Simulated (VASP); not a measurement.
# Geometry relaxation, with input and output: Rh (part 3 of 3)

The same run, continued: Rh (2 atoms in the cell); Kohn-Sham DFT of a periodic cell, PBEsol, VASP PAW PBE potentials, recommended, no spin polarisation (VASP 6.6.1); cutoff 600 eV, 18×18×10 k-mesh, Gaussian smearing of 0.1 eV. 

Geometry of the input (Å; fractional positions):
```
2.6923  0.0000  0.0000
-1.3462  2.3316  0.0000
0.0000  0.0000  4.3966
Rh 0.3333  0.6667  0.2500
Rh 0.6667  0.3333  0.7500
```

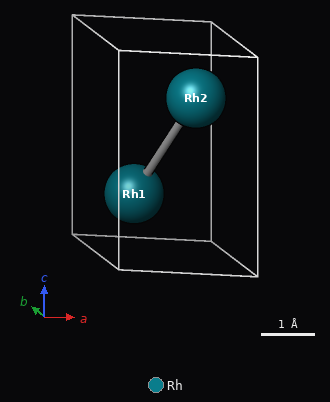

*The geometry at step 6 of the log (ball-and-stick view of the cell of the calculation, seen slightly off an axis; atoms are numbered from 1 in the order of the input).*

Parts of OUTCAR, continued:
```
 -----------------------------------------------------------------------------
  energy-cutoff  :      600.00
  volume of cell :       27.09
      direct lattice vectors                 reciprocal lattice vectors
     2.687959528 -0.000000000  0.000000000     0.372029411  0.214791281 -0.000000000
    -1.343979764  2.327841235  0.000000000     0.000000000  0.429582561 -0.000000000
     0.000000000  0.000000000  4.328688241    -0.000000000 -0.000000000  0.231016868

 POSITION                                       TOTAL-FORCE (eV/Angst)
 -----------------------------------------------------------------------------------
     -0.00000      1.55189      1.08217        -0.000000     -0.000000      0.000000
      1.34398      0.77595      3.24652         0.000000      0.000000      0.000000
 -----------------------------------------------------------------------------------
    total drift:                               -0.000000      0.000000     -0.000000

  FREE ENERGIE OF THE ION-ELECTRON SYSTEM (eV)
  ---------------------------------------------------
  free  energy   TOTEN  =       -16.2058360005 eV

  energy  without entropy=      -16.1902900204  energy(sigma->0) =      -16.19806301

--------------------------------------- Ionic step       12  -------------------------------------------

 number of electron      30.0000001 magnetization

------------------------ aborting loop because EDIFF is reached ----------------------------------------

  FORCE on cell =-STRESS in cart. coord.  units (eV):
  Direction    XX          YY          ZZ          XY          YZ          ZX
  --------------------------------------------------------------------------------------
  -------------------------------------------------------------------------------------
  Total        0.0051988      0.0051988      0.0017880      0.0000000     -0.0000000      0.0000000
  in kB        0.3075218      0.3075218      0.1057638      0.0000000     -0.0000000      0.0000000
  external PRESSURE =       0.2402691 kB  Pullay stress =       0.0000000 kB

 VOLUME and BASIS-vectors are now :
 -----------------------------------------------------------------------------
  energy-cutoff  :      600.00
  volume of cell :       27.09
      direct lattice vectors                 reciprocal lattice vectors
     2.687970910 -0.000000000  0.000000000     0.372027836  0.214790371 -0.000000000
    -1.343985455  2.327851092  0.000000000     0.000000000  0.429580742 -0.000000000
     0.000000000  0.000000000  4.328728714    -0.000000000 -0.000000000  0.231014708

 POSITION                                       TOTAL-FORCE (eV/Angst)
 -----------------------------------------------------------------------------------
     -0.00000      1.55190      1.08218         0.000000     -0.000000      0.000000
      1.34399      0.77595      3.24655        -0.000000      0.000000      0.000000
 -----------------------------------------------------------------------------------
    total drift:                               -0.000000      0.000000     -0.000000

  FREE ENERGIE OF THE ION-ELECTRON SYSTEM (eV)
  ---------------------------------------------------
  free  energy   TOTEN  =       -16.2058360221 eV

  energy  without entropy=      -16.1902891509  energy(sigma->0) =      -16.19806259

--------------------------------------- Ionic step       13  -------------------------------------------

 number of electron      30.0000001 magnetization

 Free energy of the ion-electron system (eV)
  ---------------------------------------------------
  ext. energy  EPLUGINS =         0.00000000
  ---------------------------------------------------
  free energy    TOTEN  =       -16.20583598 eV

  energy without entropy =      -16.19028862  energy(sigma->0) =      -16.19806230

 E-fermi :  12.1441     XC(G=0): -14.3136     alpha+bet :-19.0712

 val. band max:       12.1413628489   @ k =   0.3889   0.1667   0.0000
 cond. band min:      12.1443354041   @ k =   0.2778  -0.0000   0.4000
 fundamental gap:      0.0029725552
 Fermi energy:        12.1440547156

 k-point     1 :       0.0000    0.0000    0.0000
  band No.  band energies     occupation
      1     -35.1241      2.00000
      2     -34.4185      2.00000
      3     -34.4185      2.00000
      4     -34.3217      2.00000
      5     -34.3027      2.00000
      6     -34.3027      2.00000
      7       3.8668      2.00000
      8       5.7429      2.00000
      9       8.9649      2.00000
     10       9.0063      2.00000
     11       9.0063      2.00000
     12       9.5570      2.00000
     13       9.5570      2.00000
     14      10.1324      2.00000
     15      10.1324      2.00000
     16      12.2703      0.07431
     17      12.2703      0.07431
     18      12.8005      0.00000
     19      20.9221      0.00000

 k-point     2 :       0.0556    0.0000    0.0000
  band No.  band energies     occupation
      1     -35.1165      2.00000
      2     -34.4356      2.00000
      3     -34.4241      2.00000
      4     -34.3250      2.00000
      5     -34.3205      2.00000
      6     -34.3053      2.00000
      7       3.9783      2.00000
      8       5.8265      2.00000
      9       8.7432      2.00000
     10       9.0911      2.00000
     11       9.2072      2.00000
     12       9.5121      2.00000
     13       9.6350      2.00000
     14      10.0342      2.00000
     15      10.0714      2.00000
     16      11.4578      2.00000
     17      12.3038      0.02387
     18      13.7565      0.00000
     19      20.9099      0.00000

 k-point     3 :       0.1111    0.0000    0.0000
  band No.  band energies     occupation
      1     -35.0940      2.00000
      2     -34.4849      2.00000
      3     -34.4401      2.00000
      4     -34.3716      2.00000
      5     -34.3347      2.00000
      6     -34.3131      2.00000
      7       4.3014      2.00000
      8       6.0559      2.00000
      9       8.4669      2.00000
     10       9.3358      2.00000
     11       9.3409      2.00000
     12       9.5128      2.00000
     13       9.6630      2.00000
     14       9.8642      2.00000
     15       9.9078      2.00000
     16      10.7051      2.00000
     17      12.3887      0.00054
     18      15.0216      0.00000
     19      20.8757      0.00000

 k-point     4 :       0.1667    0.0000    0.0000
  band No.  band energies     occupation
      1     -35.0581      2.00000
      2     -34.5606      2.00000
      3     -34.4641      2.00000
      4     -34.4487      2.00000
      5     -34.3511      2.00000
      6     -34.3255      2.00000
      7       4.7980      2.00000
      8       6.3533      2.00000
      9       8.2076      2.00000
     10       8.9921      2.00000
     11       9.1930      2.00000
     12       9.6828      2.00000
     13       9.7415      2.00000
     14       9.8414      2.00000
     15      10.2300      2.00000
     16      10.2909      2.00000
     17      12.4935      0.00000
     18      16.3572      0.00000
     19      20.8288      0.00000

 k-point     5 :       0.2222    0.0000    0.0000
  band No.  band energies     occupation
      1     -35.0113      2.00000
      2     -34.6537      2.00000
      3     -34.5415      2.00000
      4     -34.4928      2.00000
      5     -34.3740      2.00000
      6     -34.3413      2.00000
      7       5.3868      2.00000
      8       6.5524      2.00000
      9       8.1096      2.00000
     10       8.2625      2.00000
     11       9.0879      2.00000
     12       9.4369      2.00000
     13      10.0220      2.00000
     14      10.2668      2.00000
     15      10.3214      2.00000
     16      10.7065      2.00000
     17      12.5930      0.00000
     18      17.7297      0.00000
     19      20.7896      0.00000

 [... the levels of 18 k-points are left out ...]

 k-point    24 :       0.3889    0.1111    0.0000
  band No.  band energies     occupation
      1     -34.9525      2.00000
      2     -34.8301      2.00000
      3     -34.7806      2.00000
      4     -34.6207      2.00000
      5     -34.5181      2.00000
      6     -34.4420      2.00000
      7       6.1848      2.00000
      8       6.4754      2.00000
      9       6.7323      2.00000
     10       8.6472      2.00000
     11       9.2530      2.00000
     12       9.3341      2.00000
     13       9.8166      2.00000
     14      12.2412      0.16960
     15      12.5686      0.00000
     16      12.6591      0.00000
     17      14.9069      0.00000
     18      18.6051      0.00000
     19      22.5575      0.00000

 [... further k-points ...]

------------------------ aborting loop because EDIFF is reached ----------------------------------------

  FORCE on cell =-STRESS in cart. coord.  units (eV):
  Direction    XX          YY          ZZ          XY          YZ          ZX
  --------------------------------------------------------------------------------------
  -------------------------------------------------------------------------------------
  Total        0.0039663      0.0039663     -0.0008411      0.0000000     -0.0000000      0.0000000
  in kB        0.2346103      0.2346103     -0.0497522      0.0000000     -0.0000000      0.0000000
  external PRESSURE =       0.1398228 kB  Pullay stress =       0.0000000 kB

 VOLUME and BASIS-vectors are now :
 -----------------------------------------------------------------------------
  energy-cutoff  :      600.00
  volume of cell :       27.09
      direct lattice vectors                 reciprocal lattice vectors
     2.687976600 -0.000000000  0.000000000     0.372027048  0.214789916 -0.000000000
    -1.343988300  2.327856021  0.000000000     0.000000000  0.429579833 -0.000000000
     0.000000000  0.000000000  4.328748950    -0.000000000 -0.000000000  0.231013628

 POSITION                                       TOTAL-FORCE (eV/Angst)
 -----------------------------------------------------------------------------------
     -0.00000      1.55190      1.08219         0.000000      0.000000      0.000000
      1.34399      0.77595      3.24656        -0.000000     -0.000000      0.000000
 -----------------------------------------------------------------------------------
    total drift:                               -0.000000      0.000000     -0.000000

  FREE ENERGIE OF THE ION-ELECTRON SYSTEM (eV)
  ---------------------------------------------------
  free  energy   TOTEN  =       -16.2058359775 eV

  energy  without entropy=      -16.1902886159  energy(sigma->0) =      -16.19806230

 reached required accuracy - stopping structural energy minimisation
```

CONTCAR:
```
Rh
   1.00000000000000
     2.6879766003585002   -0.0000000000000000    0.0000000000000000
    -1.3439883001792501    2.3278560206991501    0.0000000000000000
     0.0000000000000000    0.0000000000000000    4.3287489499818808
  Rh
     2
Direct
     0.3333333332999970    0.6666666667000030    0.2500000000000000
     0.6666666667000030    0.3333333332999970    0.7500000000000000

  0.00000000E+00  0.00000000E+00  0.00000000E+00
  0.00000000E+00  0.00000000E+00  0.00000000E+00
```

Trajectory as extended XYZ (Å, eV, eV/Å), 13 frames, from step=0 to step=12:
```
2
Lattice="2.6923 0.0000 0.0000 -1.3462 2.3316 0.0000 0.0000 0.0000 4.3966" Properties=species:S:1:pos:R:3:forces:R:3 step=0 energy=-16.19392
Rh    0.0000    1.5544    1.0992    0.0000   0.0000   0.0000
Rh    1.3462    0.7772    3.2975    0.0000   0.0000   0.0000
2
Lattice="2.6488 -0.0000 0.0000 -1.3244 2.2939 -0.0000 0.0000 0.0000 4.2545" Properties=species:S:1:pos:R:3:forces:R:3 step=1 energy=-16.14859
Rh    0.0000    1.5293    1.0636    0.0000   0.0000   0.0000
Rh    1.3244    0.7647    3.1908    0.0000   0.0000   0.0000
2
Lattice="2.6789 -0.0000 0.0000 -1.3395 2.3200 -0.0000 0.0000 0.0000 4.3527" Properties=species:S:1:pos:R:3:forces:R:3 step=2 energy=-16.20445
Rh    0.0000    1.5467    1.0882    0.0000   0.0000   0.0000
Rh    1.3395    0.7733    3.2645    0.0000   0.0000   0.0000
2
Lattice="2.6892 -0.0000 0.0000 -1.3446 2.3290 0.0000 0.0000 0.0000 4.3259" Properties=species:S:1:pos:R:3:forces:R:3 step=3 energy=-16.20582
Rh    0.0000    1.5526    1.0815    0.0000   0.0000   0.0000
Rh    1.3446    0.7763    3.2444    0.0000   0.0000   0.0000
2
Lattice="2.6883 -0.0000 0.0000 -1.3441 2.3281 0.0000 0.0000 0.0000 4.3285" Properties=species:S:1:pos:R:3:forces:R:3 step=4 energy=-16.20584
Rh    0.0000    1.5521    1.0821    0.0000   0.0000   0.0000
Rh    1.3441    0.7760    3.2464    0.0000   0.0000   0.0000
2
Lattice="2.6879 -0.0000 0.0000 -1.3439 2.3278 0.0000 0.0000 0.0000 4.3295" Properties=species:S:1:pos:R:3:forces:R:3 step=5 energy=-16.20583
Rh    0.0000    1.5518    1.0824    0.0000   0.0000   0.0000
Rh    1.3439    0.7759    3.2471    0.0000   0.0000   0.0000
2
Lattice="2.6881 -0.0000 0.0000 -1.3440 2.3279 0.0000 0.0000 0.0000 4.3290" Properties=species:S:1:pos:R:3:forces:R:3 step=6 energy=-16.20584
Rh    0.0000    1.5519    1.0823    0.0000   0.0000   0.0000
Rh    1.3440    0.7760    3.2468    0.0000   0.0000   0.0000
2
Lattice="2.6878 -0.0000 0.0000 -1.3439 2.3277 0.0000 0.0000 0.0000 4.3283" Properties=species:S:1:pos:R:3:forces:R:3 step=7 energy=-16.20583
Rh    0.0000    1.5518    1.0821    0.0000   0.0000   0.0000
Rh    1.3439    0.7759    3.2462    0.0000   0.0000   0.0000
2
Lattice="2.6880 -0.0000 0.0000 -1.3440 2.3279 0.0000 0.0000 0.0000 4.3288" Properties=species:S:1:pos:R:3:forces:R:3 step=8 energy=-16.20584
Rh    0.0000    1.5519    1.0822    0.0000   0.0000   0.0000
Rh    1.3440    0.7760    3.2466    0.0000   0.0000   0.0000
2
Lattice="2.6879 -0.0000 0.0000 -1.3440 2.3278 0.0000 0.0000 0.0000 4.3286" Properties=species:S:1:pos:R:3:forces:R:3 step=9 energy=-16.20584
Rh    0.0000    1.5519    1.0822    0.0000   0.0000   0.0000
Rh    1.3440    0.7759    3.2465    0.0000   0.0000   0.0000
2
Lattice="2.6880 -0.0000 0.0000 -1.3440 2.3278 0.0000 0.0000 0.0000 4.3287" Properties=species:S:1:pos:R:3:forces:R:3 step=10 energy=-16.20584
Rh    0.0000    1.5519    1.0822    0.0000   0.0000   0.0000
Rh    1.3440    0.7759    3.2465    0.0000   0.0000   0.0000
2
Lattice="2.6880 -0.0000 0.0000 -1.3440 2.3279 0.0000 0.0000 0.0000 4.3287" Properties=species:S:1:pos:R:3:forces:R:3 step=11 energy=-16.20584
Rh    0.0000    1.5519    1.0822    0.0000   0.0000   0.0000
Rh    1.3440    0.7760    3.2465    0.0000   0.0000   0.0000
2
Lattice="2.6880 -0.0000 0.0000 -1.3440 2.3279 0.0000 0.0000 0.0000 4.3287" Properties=species:S:1:pos:R:3:forces:R:3 step=12 energy=-16.20584
Rh    0.0000    1.5519    1.0822    0.0000   0.0000   0.0000
Rh    1.3440    0.7760    3.2466    0.0000   0.0000   0.0000
```
